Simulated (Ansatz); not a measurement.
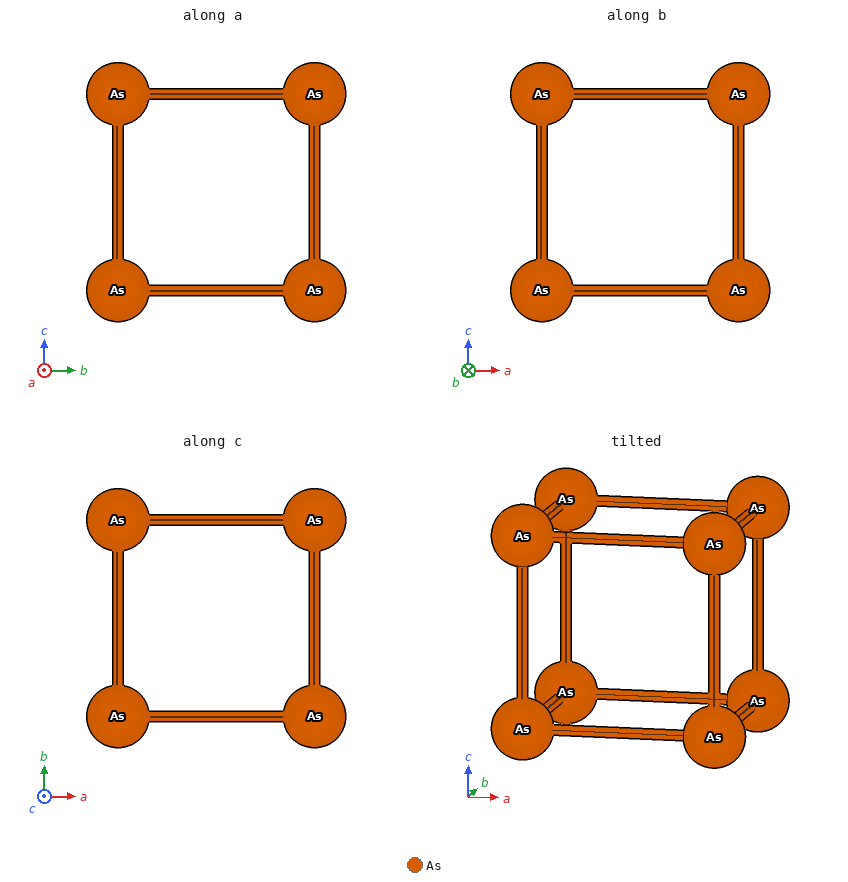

The image is a ball-and-stick drawing of a crystal, viewed along the a axis, along the b axis, along the c axis and slightly off an axis. The wireframe shows the conventional unit cell.

Lattice parameters: a = 2.765 Å, b = 2.765 Å, c = 2.765 Å, α = 90.00°, β = 90.00°, γ = 90.00°. Put a along x and b in the xy plane.

Q: Convert the drawing into a POSCAR file.

A:
```
As
1.0
     2.765    0.000    0.000
     0.000    2.765    0.000
     0.000    0.000    2.765
As
1
Direct
  0.0000 0.0000 0.0000
```

The initial geometry was a structure type filled with this element by a generator (whether the element takes this form wasn't checked). The cell was then strained or its atoms displaced on purpose. A calculation with Ansatz used it as input.

At this level of theory the cell isn't at rest (stretched, at -5 GPa), so its distances can differ from those at equilibrium, the more so the softer the solid.
